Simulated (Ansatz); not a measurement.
**Na15S8 (cell with a defect): density, localisation and related maps**

```cif
data_structure
_symmetry_space_group_name_H-M 'P 1'
_symmetry_Int_Tables_number 1
_cell_length_a 9.2883
_cell_length_b 9.2883
_cell_length_c 9.2883
_cell_angle_alpha 60.000
_cell_angle_beta 60.000
_cell_angle_gamma 60.000
_cell_volume 566.62
loop_
_atom_site_label
_atom_site_type_symbol
_atom_site_fract_x
_atom_site_fract_y
_atom_site_fract_z
_atom_site_occupancy
Na1 Na 0.37497 0.87503 0.37503 1
Na2 Na 0.87503 0.37497 0.37503 1
Na3 Na 0.87503 0.87503 0.87497 1
Na4 Na 0.37497 0.37497 0.37503 1
Na5 Na 0.37497 0.87503 0.87497 1
Na6 Na 0.87503 0.37497 0.87497 1
Na7 Na 0.37500 0.37500 0.87500 1
Na8 Na 0.62500 0.62500 0.12500 1
Na9 Na 0.11185 0.63815 0.13815 1
Na10 Na 0.63815 0.11185 0.13815 1
Na11 Na 0.63815 0.63815 0.61185 1
Na12 Na 0.11185 0.11185 0.13815 1
Na13 Na 0.11185 0.63815 0.61185 1
Na14 Na 0.63815 0.11185 0.61185 1
Na15 Na 0.12500 0.12500 0.62500 1
S1 S 0.00433 0.00433 0.98702 1
S2 S 0.50031 0.99907 0.00031 1
S3 S 0.99907 0.50031 0.00031 1
S4 S 0.00433 0.00433 0.50433 1
S5 S 0.50031 0.50031 0.00031 1
S6 S 0.48702 0.00433 0.50433 1
S7 S 0.00433 0.48702 0.50433 1
S8 S 0.50031 0.50031 0.49907 1
```

Computed without spin polarisation.

Level of theory: Ansatz 0.2.0, DFT PBE, scalar-relativistic, plane waves, PAW.

In a PAW calculation such maps are meaningful between the atoms, not at the nuclei.

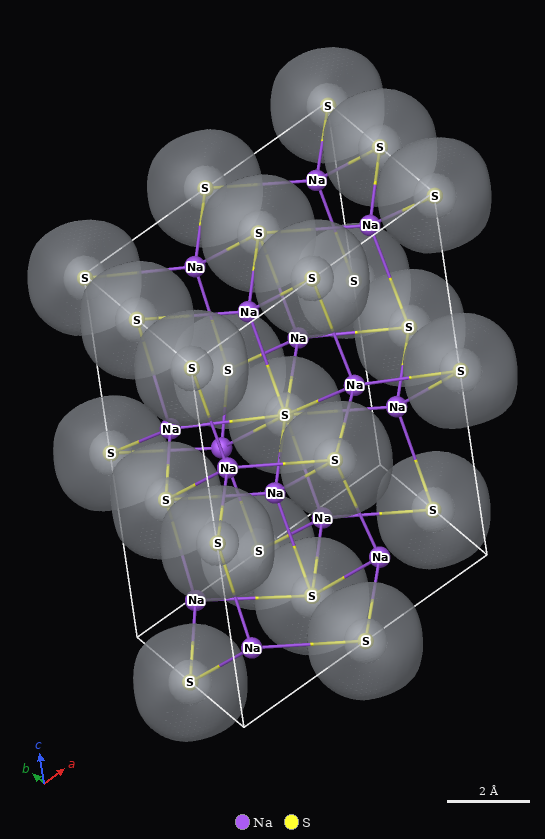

Figure 1. Isosurface of the ELF at 0.7 (grey), seen slightly off an axis. Only the valence region is drawn (cores and ρ < 0.01 e/Å³ removed). Sticks mark near contacts.

> Identify the bonds, lone pairs and shells in this picture.

At this value the surface marks out eight regions wrapped around S (the valence shell of each), counted in one cell of 23 atoms. Regions shared between cells count once. Along the contacts the grid gives the following. Na–S (2.75 Å): the ELF peaks at about 0.85 in the valence shell of S, 0.9 Å from its nucleus, and is about 0.55 at the midpoint. Na–S (2.79 Å): the ELF peaks at about 0.90 in the valence shell of S, 0.9 Å from its nucleus, and is about 0.55 at the midpoint.

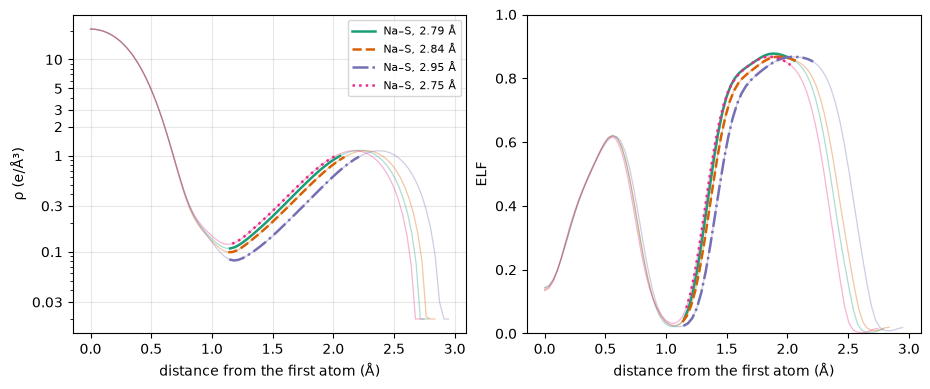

Figure 2. Valence pseudo-density and electron localisation function along straight lines between neighbouring atoms. Thin, pale parts lie inside the atomic spheres.

> Compare the contacts.

Na–S (2.79 Å): ρ at the midpoint is about 0.18 e/Å³; the ELF peaks at about 0.90 in the valence shell of S, 0.9 Å from its nucleus, and is about 0.55 at the midpoint.
Na–S (2.84 Å): ρ is about 0.17 e/Å³ halfway; the ELF peaks at about 0.85 in the valence shell of S, 0.9 Å from its nucleus, and is about 0.55 at the midpoint.
Na–S (2.95 Å): the density is about 0.14 e/Å³ at the midpoint, with its minimum of 0.08 e/Å³ about 1.2 Å from Na; the ELF peaks at about 0.85 in the valence shell of S, 0.9 Å from its nucleus, and is about 0.55 at the midpoint.
Na–S (2.75 Å): ρ is about 0.19 e/Å³ halfway; the ELF peaks at about 0.85 in the valence shell of S, 0.9 Å from its nucleus, and is about 0.55 at the midpoint.

> Metal or insulator at this level of theory?

It is gapless in this calculation (a metal or semimetal).
